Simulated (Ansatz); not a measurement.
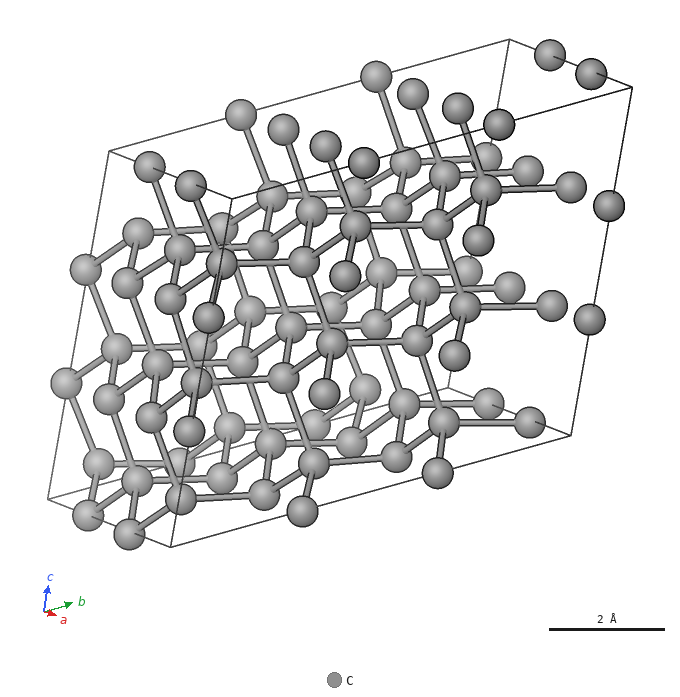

*The starting structure (ball-and-stick view of the cell of the calculation, seen slightly off an axis). An atom can appear more than once, as a periodic image.*

Near neighbours in the periodic cell (some may lie outside the picture): C has 4 C at 1.47 to 1.64 Å; C has 3 C at 1.47 to 1.62 Å.

# C: geometry relaxation (part 1 of 3)

- system: C (defect cell, 53 atoms in the cell)
- method: DFT PBE, scalar-relativistic, plane waves, PAW, spin-polarised (Ansatz 0.2.0)

The structure derives from an entry of the Crystallography Open Database.

**Log**
```
settings of this run that can trade accuracy for cost: output.eigenvalues: false. Do not mix this run's numbers with those of runs without the same settings; the input reference describes each key
Engine: ansatz 0.2.0, aarch64-unknown-linux-gnu
Pseudopotentials: kind: paw
Pseudopotential: C, paw, valence charge 4, recommended cutoff 420 eV (normal), C.paw.azcp
Functional definition: PBE
  parameter kappa = 0.804
  parameter beta = 0.06672455060314922
  exchange = pbe_x(kappa = kappa, mu = beta*pi^2/3)
  correlation = pbe_c(beta = beta)
Crystal: 53 atoms, lattice volume = 306.280 Å³
Basis set: ecut = 420 eV, 5961 PW (Γ), exchange–correlation on 108×108×108 points (8 copies of the dense FFT grid, shifted against one another)
Bands: 160, of which v1, the nominal top of the filled ones, is band 106 counted from 1 (105 counted from 0)
Symmetry: 1 space group operations
Space group: P1 (ITA 1), of the structure as read, at distance tolerance 6.7e-5 Å
Magnetic group: BNS 1.1 (UNI 1), of the structure as read, at distance tolerance 6.7e-5 Å
k-points: 8
Non-local potential: C, projectors of the file, l = 0: 2, l = 1: 2, l = 2: 1
PAW form: soft (Blöchl's): semilocal exchange-correlation on the pseudo side does not see the compensation charge
PAW one-centre angular grid: C, 110 points (default); XC on 64 Gauss nodes
Initial density: superposition of atomic densities (chi_scale 0.1, normalization cell)
Starting moments: Σ|m| = 2 μB on 4 of 53 sites
Initial wavefunctions: pseudopotential atomic-orbital guess
Functional: x = pbe(κ = 0.804, μ = 0.2195149727645171), c = pbe(β = 0.06672455060314922)
SCF iter   1: F=—  HF=-13297.239021 eV  |F-HF|=—  |Δ(HF+E_count)|=         —  Δρ=7.00e-2 (↑6.82e-2 ↓7.00e-2)  dr2=4.12e1  dr2_m=1.96e-1  M=0.250 μB ∫|m|=0.603 μB  β_m=0.30  ethr=3.10e-3  ⟨swp⟩=6.0  Hψ=10997  notcnv=0  defer=260
preconditioner: auto → Kerker (q_TF=auto, 2.566 Å⁻¹)  [metal: Δε(μ)=0.047 eV  Ē_g=16.874 eV  σ=0.050 eV  W_gap=0.49  n_scr=88 (ndim 8)  ℏωp=30.9 eV  f_vac=0.000  D(μ)=3.32/eV (n_scr^D=14)]
spin=Collinear: Kerker preconditioning applied to the charge; magnetization (m = ρ↑ − ρ↓) channel mixes plain (no charge-response kernel on spin).
SCF iter   2: F=—  HF=-13292.169411 eV  |F-HF|=—  |Δ(HF+E_count)|=    5.07e0  Δρ=5.30e-2 (↑5.16e-2 ↓5.30e-2)  dr2=2.43e1  dr2_m=1.06e-1  M=0.250 μB ∫|m|=0.517 μB  β_m=0.30  ethr=3.10e-3  ⟨swp⟩=2.0  Hψ=3052  notcnv=0  defer=752
preconditioner: auto → Resta (q_TF=auto, 2.566 Å⁻¹)  ε∞=4.4  [insulator: Δε(μ)=0.076 eV  Ē_g=16.838 eV  σ=0.050 eV  W_gap=0.55  n_scr=88 (ndim 8)  ℏωp=30.9 eV  f_vac=0.000  D(μ)=3.95/eV (n_scr^D=14)  ε∞_Penn≈4.4]
spin=Collinear: Resta preconditioning applied to the charge; magnetization (m = ρ↑ − ρ↓) channel mixes plain (no charge-response kernel on spin).
SCF iter   3: F=—  HF=-13283.584535 eV  |F-HF|=—  |Δ(HF+E_count)|=    8.58e0  Δρ=9.80e-3 (↑8.86e-3 ↓9.80e-3)  dr2=3.06e-1  dr2_m=5.61e-2  M=0.250 μB ∫|m|=0.464 μB  β_m=0.30  ethr=3.10e-3  ⟨swp⟩=2.9  Hψ=3673  notcnv=0  defer=752
SCF iter   4: F=—  HF=-13283.992320 eV  |F-HF|=—  |Δ(HF+E_count)|=   4.08e-1  Δρ=7.11e-3 (↑6.61e-3 ↓7.11e-3)  dr2=1.52e-1  dr2_m=3.19e-2  M=0.250 μB ∫|m|=0.414 μB  β_m=0.30  ethr=1.44e-4  ⟨swp⟩=2.0  Hψ=3052  notcnv=0  defer=752
SCF iter   5: F=—  HF=-13284.400809 eV  |F-HF|=—  |Δ(HF+E_count)|=   4.08e-1  Δρ=3.17e-3 (↑3.17e-3 ↓2.31e-3)  dr2=1.00e-2  dr2_m=1.82e-2  M=0.250 μB ∫|m|=0.377 μB  β_m=0.30  ethr=7.19e-5  ⟨swp⟩=2.0  Hψ=3616  notcnv=0  defer=752
SCF iter   6: F=—  HF=-13284.411575 eV  |F-HF|=—  |Δ(HF+E_count)|=   1.08e-2  Δρ=1.98e-3 (↑1.91e-3 ↓1.98e-3)  dr2=4.93e-4  dr2_m=1.04e-2  M=0.250 μB ∫|m|=0.353 μB  β_m=0.30  ethr=4.73e-6  ⟨swp⟩=2.0  Hψ=3315  notcnv=0  defer=752
SCF iter   7: F=—  HF=-13284.416702 eV  |F-HF|=—  |Δ(HF+E_count)|=   5.13e-3  Δρ=1.48e-3 (↑1.48e-3 ↓1.47e-3)  dr2=7.41e-5  dr2_m=6.08e-3  M=0.250 μB ∫|m|=0.334 μB  β_m=0.30  ethr=2.32e-7  ⟨swp⟩=2.0  Hψ=3508  notcnv=0  defer=752
Mixer restart at iter 7: flushing history
spin-set hold released at iteration 7 (site moments contracting): the magnetisation degrees of freedom join the quasi-Newton model from the next iteration; the mixer history was flushed
SCF iter   8: F=—  HF=-13284.420006 eV  |F-HF|=—  |Δ(HF+E_count)|=   3.30e-3  Δρ=1.14e-3 (↑1.14e-3 ↓1.13e-3)  dr2=3.91e-5  dr2_m=3.59e-3  M=0.250 μB ∫|m|=0.320 μB  β_m=0.65  ethr=2.95e-8  ⟨swp⟩=4.0  Hψ=6745  notcnv=0
SCF iter   9: F=—  HF=-13284.424606 eV  |F-HF|=—  |Δ(HF+E_count)|=   4.60e-3  Δρ=1.83e-4 (↑1.83e-4 ↓1.73e-4)  dr2=2.67e-6  dr2_m=8.81e-5  M=0.250 μB ∫|m|=0.280 μB  β_m=0.82  ethr=1.84e-8  ⟨swp⟩=4.9  Hψ=7788  notcnv=0
SCF iter  10: F=—  HF=-13284.424771 eV  |F-HF|=—  |Δ(HF+E_count)|=   1.65e-4  Δρ=9.60e-5 (↑9.45e-5 ↓9.60e-5)  dr2=1.21e-5  dr2_m=2.35e-5  M=0.250 μB ∫|m|=0.279 μB  β_m=0.91  ethr=1.26e-9  ⟨swp⟩=4.0  Hψ=6641  notcnv=0
SCF iter  11: F=—  HF=-13284.424822 eV  |F-HF|=—  |Δ(HF+E_count)|=   5.03e-5  Δρ=7.06e-5 (↑7.06e-5 ↓5.73e-5)  dr2=1.95e-5  dr2_m=8.44e-6  M=0.250 μB ∫|m|=0.285 μB  β_m=0.96  ethr=1.26e-9  ⟨swp⟩=4.0  Hψ=6038  notcnv=0
SCF iter  12: F=—  HF=-13284.424841 eV  |F-HF|=—  |Δ(HF+E_count)|=   1.92e-5  Δρ=5.14e-5 (↑5.14e-5 ↓3.48e-5)  dr2=8.90e-6  dr2_m=4.05e-6  M=0.249 μB ∫|m|=0.291 μB  β_m=0.98  ethr=1.26e-9  ⟨swp⟩=3.9  Hψ=5893  notcnv=0
SCF iter  13: F=—  HF=-13284.424851 eV  |F-HF|=—  |Δ(HF+E_count)|=   1.05e-5  Δρ=3.50e-5 (↑1.43e-5 ↓3.50e-5)  dr2=7.91e-6  dr2_m=7.11e-7  M=0.249 μB ∫|m|=0.296 μB  β_m=0.83  ethr=1.26e-9  ⟨swp⟩=3.6  Hψ=5735  notcnv=0
SCF iter  14: F=—  HF=-13284.424852 eV  |F-HF|=—  |Δ(HF+E_count)|=   9.43e-7  Δρ=2.25e-5 (↑2.25e-5 ↓1.09e-5)  dr2=9.87e-7  dr2_m=7.18e-7  M=0.249 μB ∫|m|=0.298 μB  β_m=0.91  ethr=1.26e-9  ⟨swp⟩=3.0  Hψ=4838  notcnv=0
SCF iter  15: F=—  HF=-13284.424854 eV  |F-HF|=—  |Δ(HF+E_count)|=   1.53e-6  Δρ=1.25e-5 (↑1.25e-5 ↓9.64e-6)  dr2=5.33e-7  dr2_m=2.58e-7  M=0.249 μB ∫|m|=0.300 μB  β_m=0.95  ethr=4.65e-10  ⟨swp⟩=3.0  Hψ=4632  notcnv=0
SCF iter  16: F=-13284.424854 eV  HF=-13284.424855 eV  |F-HF|=2.20e-7  |Δ(HF+E_count)|=   8.75e-7  Δρ=5.95e-6 (↑5.95e-6 ↓5.39e-6)  dr2=3.12e-7  dr2_m=3.88e-8  M=0.250 μB ∫|m|=0.301 μB  ethr=2.51e-10  ⟨swp⟩=3.0  Hψ=4573  notcnv=0
SCF 1 converged in 16 iterations: F = -13284.424854 eV  dr2 = 3.12e-7
  greatest PAW one-centre occupation: 0.658 electrons in one spin orbital (limit 2), on the C atom at site 32 (counted from 0), in its partial waves of l = 0
relax step   1: F+E_penalty+E_count = -13284.42485441 eV  Δ(F+E_penalty+E_count) = +0.000e0 eV  max|allowed force component| = 3.535e0 eV/Å  Δτ_max = 0.0000 Å  (16 SCF iters, dr2 threshold 6.25e-5 eV, accepted)
Initial density: handed on by an earlier stage of this run
Starting moments: Σ|m| = 2 μB on 4 of 53 sites; this step starts from the density that it was given
Initial wavefunctions: those handed on with the density
iter 1 solved again at ethr=1.61e-4 eV; its pass at ethr=3.10e-3 eV (dr2=3.41e-1 eV) is discarded
SCF iter   1: F=—  HF=-13286.376098 eV  |F-HF|=—  |Δ(HF+E_count)|=         —  Δρ=6.66e-3 (↑6.11e-3 ↓6.66e-3)  dr2=3.43e-1  dr2_m=3.52e-3  M=0.235 μB ∫|m|=0.315 μB  β_m=0.30  ethr=1.61e-4  ⟨swp⟩=1.9  Hψ=8412  notcnv=0  defer=748
preconditioner: auto → Resta (q_TF=auto, 2.566 Å⁻¹)  ε∞=4.4  [insulator: Δε(μ)=0.068 eV  Ē_g=16.852 eV  σ=0.050 eV  W_gap=0.66  n_scr=88 (ndim 8)  ℏωp=30.9 eV  f_vac=0.000  D(μ)=3.90/eV (n_scr^D=14)  ε∞_Penn≈4.4]
spin=Collinear: Resta preconditioning applied to the charge; magnetization (m = ρ↑ − ρ↓) channel mixes plain (no charge-response kernel on spin).
SCF iter   2: F=—  HF=-13286.324027 eV  |F-HF|=—  |Δ(HF+E_count)|=   5.21e-2  Δρ=4.55e-3 (↑4.05e-3 ↓4.55e-3)  dr2=1.24e-1  dr2_m=1.94e-3  M=0.240 μB ∫|m|=0.302 μB  β_m=0.52  ethr=1.61e-4  ⟨swp⟩=2.0  Hψ=1915  notcnv=0  defer=748
preconditioner: auto → Kerker (q_TF=auto, 2.566 Å⁻¹)  [metal: Δε(μ)=0.041 eV  Ē_g=16.854 eV  σ=0.050 eV  W_gap=0.43  n_scr=88 (ndim 8)  ℏωp=30.9 eV  f_vac=0.000  D(μ)=4.29/eV (n_scr^D=14)]
spin=Collinear: Kerker preconditioning applied to the charge; magnetization (m = ρ↑ − ρ↓) channel mixes plain (no charge-response kernel on spin).
SCF iter   3: F=—  HF=-13286.293704 eV  |F-HF|=—  |Δ(HF+E_count)|=   3.03e-2  Δρ=1.27e-3 (↑1.11e-3 ↓1.27e-3)  dr2=8.39e-3  dr2_m=2.64e-4  M=0.246 μB ∫|m|=0.298 μB  β_m=0.59  ethr=5.86e-5  ⟨swp⟩=2.0  Hψ=2980  notcnv=0  defer=748
SCF iter   4: F=—  HF=-13286.292690 eV  |F-HF|=—  |Δ(HF+E_count)|=   1.01e-3  Δρ=3.01e-4 (↑3.01e-4 ↓2.55e-4)  dr2=1.27e-3  dr2_m=4.36e-5  M=0.248 μB ∫|m|=0.292 μB  β_m=0.72  ethr=3.96e-6  ⟨swp⟩=2.0  Hψ=3445  notcnv=0  defer=748
SCF iter   5: F=—  HF=-13286.292643 eV  |F-HF|=—  |Δ(HF+E_count)|=   4.66e-5  Δρ=9.76e-5 (↑8.33e-5 ↓9.76e-5)  dr2=2.07e-4  dr2_m=6.08e-6  M=0.248 μB ∫|m|=0.290 μB  β_m=0.86  ethr=5.99e-7  ⟨swp⟩=2.7  Hψ=3268  notcnv=0  defer=748
iter 6 did not close the SCF: its close was put off for a magnetic moment that had not settled (scf_convergence_deferred on its scf_iter line)
SCF iter   6: F=-13286.292583 eV  HF=-13286.292629 eV  |F-HF|=4.63e-5  |Δ(HF+E_count)|=   1.40e-5  Δρ=8.30e-5 (↑8.30e-5 ↓3.31e-5)  dr2=6.26e-5  dr2_m=3.91e-6  M=0.248 μB ∫|m|=0.287 μB  β_m=0.82  ethr=4.72e-8  ⟨swp⟩=2.0  Hψ=7219  notcnv=0
iter 7 did not close the SCF: its close was put off for a magnetic moment that had not settled (scf_convergence_deferred on its scf_iter line)
SCF iter   7: F=-13286.292622 eV  HF=-13286.292625 eV  |F-HF|=2.84e-6  |Δ(HF+E_count)|=   4.03e-6  Δρ=3.43e-5 (↑3.43e-5 ↓2.29e-5)  dr2=6.17e-6  dr2_m=1.44e-6  M=0.249 μB ∫|m|=0.285 μB  β_m=0.91  ethr=2.95e-8  ⟨swp⟩=1.5  Hψ=5887  notcnv=0
iter 8 did not close the SCF: its close was put off for a magnetic moment that had not settled (scf_convergence_deferred on its scf_iter line)
SCF iter   8: F=-13286.292627 eV  HF=-13286.292628 eV  |F-HF|=4.03e-7  |Δ(HF+E_count)|=   2.37e-6  Δρ=2.24e-5 (↑2.24e-5 ↓1.07e-5)  dr2=1.37e-6  dr2_m=6.48e-7  M=0.249 μB ∫|m|=0.283 μB  β_m=0.95  ethr=2.91e-9  ⟨swp⟩=1.0  Hψ=6035  notcnv=0
iter 9 did not close the SCF: its close was put off for a magnetic moment that had not settled (scf_convergence_deferred on its scf_iter line)
SCF iter   9: F=-13286.292629 eV  HF=-13286.292629 eV  |F-HF|=1.26e-7  |Δ(HF+E_count)|=   1.35e-6  Δρ=1.48e-5 (↑1.48e-5 ↓7.87e-6)  dr2=5.48e-7  dr2_m=3.06e-7  M=0.249 μB ∫|m|=0.282 μB  β_m=0.98  ethr=6.45e-10  ⟨swp⟩=1.0  Hψ=6135  notcnv=0
SCF iter  10: F=-13286.292629 eV  HF=-13286.292630 eV  |F-HF|=2.35e-7  |Δ(HF+E_count)|=   8.46e-7  Δρ=1.12e-5 (↑1.12e-5 ↓4.06e-6)  dr2=4.52e-7  dr2_m=1.35e-7  M=0.249 μB ∫|m|=0.281 μB  ethr=2.58e-10  ⟨swp⟩=1.0  Hψ=6216  notcnv=0
SCF 2 converged in 10 iterations: F = -13286.292629 eV  dr2 = 4.52e-7
relax step   2: F+E_penalty+E_count = -13286.29262950 eV  Δ(F+E_penalty+E_count) = -1.868e0 eV  max|allowed force component| = 1.956e0 eV/Å  Δτ_max = 0.1148 Å  (10 SCF iters, dr2 threshold 1.00e-4 eV, accepted)
SCF iter   1: F=—  HF=-13286.860945 eV  |F-HF|=—  |Δ(HF+E_count)|=         —  Δρ=5.37e-3 (↑5.19e-3 ↓5.37e-3)  dr2=3.02e-1  dr2_m=1.17e-3  M=0.243 μB ∫|m|=0.274 μB  β_m=0.30  ethr=5.90e-4  ⟨swp⟩=4.6  Hψ=6145  notcnv=0  defer=748
preconditioner: auto → Kerker (q_TF=auto, 2.566 Å⁻¹)  [metal: Δε(μ)=0.010 eV  Ē_g=16.864 eV  σ=0.050 eV  W_gap=0.12  n_scr=88 (ndim 8)  ℏωp=30.9 eV  f_vac=0.000  D(μ)=6.77/eV (n_scr^D=50)]
spin=Collinear: Kerker preconditioning applied to the charge; magnetization (m = ρ↑ − ρ↓) channel mixes plain (no charge-response kernel on spin).
SCF iter   2: F=—  HF=-13286.817448 eV  |F-HF|=—  |Δ(HF+E_count)|=   4.35e-2  Δρ=3.79e-3 (↑3.61e-3 ↓3.79e-3)  dr2=1.44e-1  dr2_m=6.86e-4  M=0.245 μB ∫|m|=0.271 μB  β_m=0.63  ethr=1.42e-4  ⟨swp⟩=1.8  Hψ=2960  notcnv=0  defer=748
SCF iter   3: F=—  HF=-13286.774630 eV  |F-HF|=—  |Δ(HF+E_count)|=   4.28e-2  Δρ=7.50e-4 (↑7.50e-4 ↓5.26e-4)  dr2=5.28e-3  dr2_m=2.31e-4  M=0.249 μB ∫|m|=0.274 μB  β_m=0.63  ethr=6.78e-5  ⟨swp⟩=2.0  Hψ=3208  notcnv=0  defer=748
SCF iter   4: F=—  HF=-13286.773871 eV  |F-HF|=—  |Δ(HF+E_count)|=   7.59e-4  Δρ=2.89e-4 (↑2.89e-4 ↓2.45e-4)  dr2=6.06e-4  dr2_m=9.27e-5  M=0.249 μB ∫|m|=0.274 μB  β_m=0.71  ethr=2.49e-6  ⟨swp⟩=2.1  Hψ=3073  notcnv=0  defer=748
SCF iter   5: F=—  HF=-13286.773955 eV  |F-HF|=—  |Δ(HF+E_count)|=   8.35e-5  Δρ=1.70e-4 (↑1.70e-4 ↓1.47e-4)  dr2=1.36e-4  dr2_m=5.46e-5  M=0.250 μB ∫|m|=0.274 μB  β_m=0.85  ethr=2.86e-7  ⟨swp⟩=2.2  Hψ=3089  notcnv=0  defer=748
SCF iter   6: F=—  HF=-13286.774073 eV  |F-HF|=—  |Δ(HF+E_count)|=   1.18e-4  Δρ=1.30e-4 (↑1.30e-4 ↓6.85e-5)  dr2=4.56e-5  dr2_m=2.56e-5  M=0.250 μB ∫|m|=0.274 μB  β_m=0.93  ethr=6.42e-8  ⟨swp⟩=2.9  Hψ=3516  notcnv=0  defer=748
iter 7 did not close the SCF: its close was put off for a magnetic moment that had not settled (scf_convergence_deferred on its scf_iter line)
SCF iter   7: F=-13286.774133 eV  HF=-13286.774133 eV  |F-HF|=1.71e-7  |Δ(HF+E_count)|=   6.00e-5  Δρ=6.45e-5 (↑2.91e-5 ↓6.45e-5)  dr2=8.41e-6  dr2_m=4.99e-6  M=0.250 μB ∫|m|=0.274 μB  β_m=0.96  ethr=2.15e-8  ⟨swp⟩=4.0  Hψ=6122  notcnv=0
iter 8 did not close the SCF: its close was put off for a magnetic moment that had not settled (scf_convergence_deferred on its scf_iter line)
SCF iter   8: F=-13286.774141 eV  HF=-13286.774153 eV  |F-HF|=1.24e-5  |Δ(HF+E_count)|=   2.02e-5  Δρ=7.40e-5 (↑7.40e-5 ↓1.37e-5)  dr2=2.07e-5  dr2_m=4.94e-6  M=0.250 μB ∫|m|=0.274 μB  β_m=0.98  ethr=3.97e-9  ⟨swp⟩=1.0  Hψ=6209  notcnv=0
iter 9 did not close the SCF: its close was put off for a magnetic moment that had not settled (scf_convergence_deferred on its scf_iter line)
SCF iter   9: F=-13286.774161 eV  HF=-13286.774163 eV  |F-HF|=1.88e-6  |Δ(HF+E_count)|=   9.49e-6  Δρ=2.99e-5 (↑2.99e-5 ↓1.24e-5)  dr2=3.53e-6  dr2_m=9.15e-7  M=0.250 μB ∫|m|=0.273 μB  β_m=0.99  ethr=3.97e-9  ⟨swp⟩=1.0  Hψ=6222  notcnv=0
SCF iter  10: F=-13286.774164 eV  HF=-13286.774165 eV  |F-HF|=4.10e-7  |Δ(HF+E_count)|=   2.36e-6  Δρ=1.15e-5 (↑1.15e-5 ↓4.34e-6)  dr2=6.56e-7  dr2_m=1.24e-7  M=0.250 μB ∫|m|=0.273 μB  ethr=1.66e-9  ⟨swp⟩=1.0  Hψ=6202  notcnv=0
SCF 3 converged in 10 iterations: F = -13286.774164 eV  dr2 = 6.56e-7
  greatest PAW one-centre occupation: 0.662 electrons in one spin orbital (limit 2), on the C atom at site 44 (counted from 0), in its partial waves of l = 0
relax step   3: F+E_penalty+E_count = -13286.77416449 eV  Δ(F+E_penalty+E_count) = -4.815e-1 eV  max|allowed force component| = 7.013e-2 eV/Å  Δτ_max = 0.0509 Å  (10 SCF iters, dr2 threshold 1.00e-4 eV, accepted)
SCF iter   1: F=—  HF=-13286.775897 eV  |F-HF|=—  |Δ(HF+E_count)|=         —  Δρ=3.31e-4 (↑3.31e-4 ↓3.15e-4)  dr2=1.01e-3  dr2_m=1.92e-5  M=0.250 μB ∫|m|=0.273 μB  β_m=0.30  ethr=6.37e-6  ⟨swp⟩=2.3  Hψ=4537  notcnv=0  defer=748
preconditioner: auto → Resta (q_TF=auto, 2.566 Å⁻¹)  ε∞=4.4  [insulator: Δε(μ)=0.958 eV  Ē_g=16.855 eV  σ=0.050 eV  W_gap=0.62  n_scr=88 (ndim 8)  ℏωp=30.9 eV  f_vac=0.000  D(μ)=7.70/eV (n_scr^D=58)  ε∞_Penn≈4.4]
spin=Collinear: Resta preconditioning applied to the charge; magnetization (m = ρ↑ − ρ↓) channel mixes plain (no charge-response kernel on spin).
SCF iter   2: F=—  HF=-13286.775739 eV  |F-HF|=—  |Δ(HF+E_count)|=   1.58e-4  Δρ=2.16e-4 (↑1.92e-4 ↓2.16e-4)  dr2=3.22e-4  dr2_m=5.36e-6  M=0.250 μB ∫|m|=0.273 μB  β_m=0.47  ethr=4.76e-7  ⟨swp⟩=1.4  Hψ=2950  notcnv=0  defer=748
SCF iter   3: F=—  HF=-13286.775664 eV  |F-HF|=—  |Δ(HF+E_count)|=   7.49e-5  Δρ=1.25e-4 (↑1.25e-4 ↓7.62e-5)  dr2=1.03e-4  dr2_m=6.78e-6  M=0.250 μB ∫|m|=0.273 μB  β_m=0.45  ethr=1.52e-7  ⟨swp⟩=2.0  Hψ=2983  notcnv=0  defer=748
SCF iter   4: F=—  HF=-13286.775643 eV  |F-HF|=—  |Δ(HF+E_count)|=   2.10e-5  Δρ=3.19e-5 (↑3.19e-5 ↓2.78e-5)  dr2=2.84e-6  dr2_m=1.47e-6  M=0.250 μB ∫|m|=0.273 μB  β_m=0.64  ethr=4.87e-8  ⟨swp⟩=2.1  Hψ=2663  notcnv=0  defer=748
SCF iter   5: F=—  HF=-13286.775485 eV  |F-HF|=—  |Δ(HF+E_count)|=   1.58e-4  Δρ=2.73e-5 (↑2.73e-5 ↓1.39e-5)  dr2=1.17e-6  dr2_m=1.12e-6  M=0.250 μB ∫|m|=0.273 μB  β_m=0.82  ethr=1.34e-9  ⟨swp⟩=2.6  Hψ=3509  notcnv=0  defer=748
SCF iter   6: F=—  HF=-13286.775487 eV  |F-HF|=—  |Δ(HF+E_count)|=   2.49e-6  Δρ=2.16e-5 (↑2.16e-5 ↓1.23e-5)  dr2=2.03e-6  dr2_m=5.56e-7  M=0.250 μB ∫|m|=0.273 μB  β_m=0.86  ethr=5.51e-10  ⟨swp⟩=3.0  Hψ=3569  notcnv=0  defer=748
SCF iter   7: F=—  HF=-13286.775489 eV  |F-HF|=—  |Δ(HF+E_count)|=   1.23e-6  Δρ=2.25e-5 (↑2.25e-5 ↓7.30e-6)  dr2=2.51e-6  dr2_m=4.16e-7  M=0.250 μB ∫|m|=0.273 μB  β_m=0.80  ethr=5.51e-10  ⟨swp⟩=3.0  Hψ=3469  notcnv=0  defer=748
iter 8 did not close the SCF: its close was put off for a magnetic moment that had not settled (scf_convergence_deferred on its scf_iter line)
SCF iter   8: F=-13286.775490 eV  HF=-13286.775490 eV  |F-HF|=3.49e-9  |Δ(HF+E_count)|=   8.77e-7  Δρ=4.33e-6 (↑4.33e-6 ↓3.09e-6)  dr2=6.72e-8  dr2_m=2.39e-8  M=0.250 μB ∫|m|=0.273 μB  β_m=0.88  ethr=4.72e-11  ⟨swp⟩=3.0  Hψ=8650  notcnv=0
iter 9 did not close the SCF: its close was put off for a magnetic moment that had not settled (scf_convergence_deferred on its scf_iter line)
SCF iter   9: F=-13286.775490 eV  HF=-13286.775490 eV  |F-HF|=1.55e-9  |Δ(HF+E_count)|=   1.06e-7  Δρ=9.43e-7 (↑9.43e-7 ↓7.53e-7)  dr2=6.00e-9  dr2_m=4.69e-10  M=0.250 μB ∫|m|=0.273 μB  β_m=0.87  ethr=3.17e-11  ⟨swp⟩=2.0  Hψ=7464  notcnv=0
SCF iter  10: F=-13286.775490 eV  HF=-13286.775490 eV  |F-HF|=2.31e-10  |Δ(HF+E_count)|=   1.86e-9  Δρ=3.11e-7 (↑3.11e-7 ↓2.82e-7)  dr2=8.39e-10  dr2_m=3.34e-11  M=0.250 μB ∫|m|=0.273 μB  ethr=2.83e-12  ⟨swp⟩=1.0  Hψ=6160  notcnv=0
SCF 4 converged in 10 iterations: F = -13286.775490 eV  dr2 = 8.39e-10
  greatest PAW one-centre occupation: 0.661 electrons in one spin orbital (limit 2), on the C atom at site 44 (counted from 0), in its partial waves of l = 0
relax step   4: F+E_penalty+E_count = -13286.77548971 eV  Δ(F+E_penalty+E_count) = -1.325e-3 eV  max|allowed force component| = 1.116e-2 eV/Å  Δτ_max = 0.0052 Å  (10 SCF iters, accepted)
```
